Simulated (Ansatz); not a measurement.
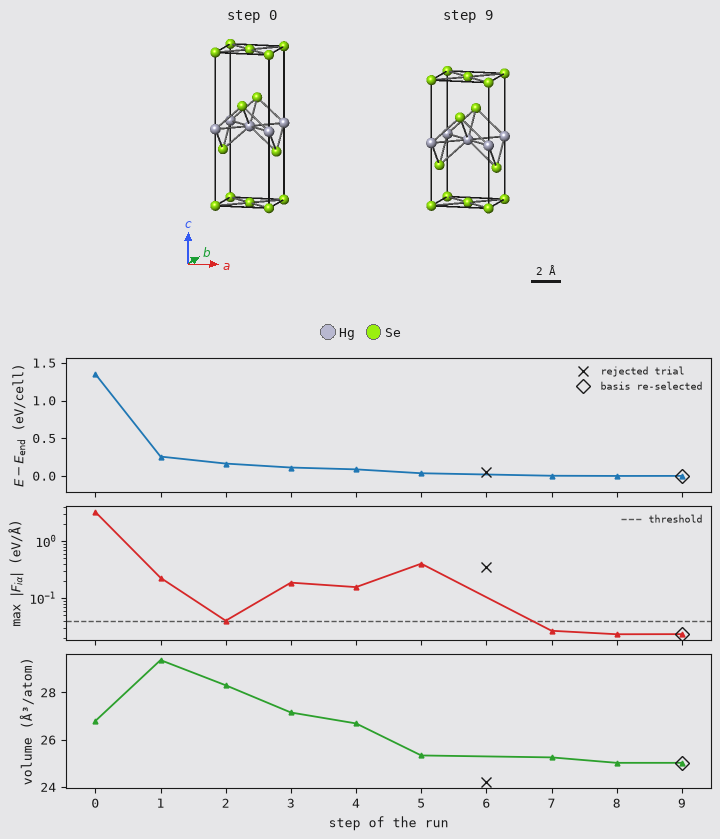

First and last geometry of a relaxation of crystalline HgSe2 (a generated structure, set up in P4/nmm) (coarse preliminary run), with the history of the run. A ball-and-stick model of the cell of the calculation, seen slightly off an axis.

Computed with Ansatz, DFT PBE+D3(BJ), scalar-relativistic, plane waves, PAW. Settings: plane-wave cutoff 420 eV; k-point mesh 4 × 4 × 2; occupations gaussian; smearing width 0.1 eV; no spin polarisation; cell and atoms relaxed; force threshold 0.04 eV/Å; at most 70 steps.

**Read the history and describe the run.**

It converged. After 7 accepted moves (9 points after the start) the energy has fallen by 1.352 eV per cell of the calculation. The largest force component goes from 3.3 to 0.023 eV/Å. The pressure goes from 12.54 to 0.05 GPa. The line search rejected the trial step at point 6 of the run. At 1 point the geometry stayed and the basis and grid were re-selected for the new cell (energy shift of 0.6 meV per cell of the calculation at most each time). The largest moves relative to the cell, 0.48 Å, are those of Se atoms. Hg stays in place. Cell: a = b 3.862 → 4.122 Å (+6.7 %), c 10.778 → 8.838 Å (−18.0 %). Volume −6.6 %. Among the contacts that change: Se–Se 4.151 → 3.263 Å, Hg–Se 2.582 → 2.795 Å, Se–Se 2.731 → 2.915 Å, Hg–Hg 2.731 → 2.915 Å. The space group stays P4/nmm (No. 129).

```
step  E − E(0), meV/atom  largest force component, eV/Å  pressure, GPa  volume, Å³/atom                      note
   0                0.00                         3.2670          12.54           26.795                          
   1             -182.51                         0.2285          -0.34           29.371                          
   2             -197.99                         0.0404           0.02           28.305                          
   3             -206.77                         0.1879           0.42           27.154                          
   4             -210.81                         0.1569           0.02           26.691                          
   5             -219.40                         0.4044           0.99           25.337                          
   6             -217.55                         0.3542           1.93           24.199                  rejected
   7             -224.92                         0.0269          -0.37           25.255                          
   8             -225.37                         0.0233           0.05           25.025                          
   9             -225.27                         0.0235           0.05           25.025  same geometry, new basis
```

Limits of the set-up: the k-point mesh is coarse for a cell with partly filled bands.
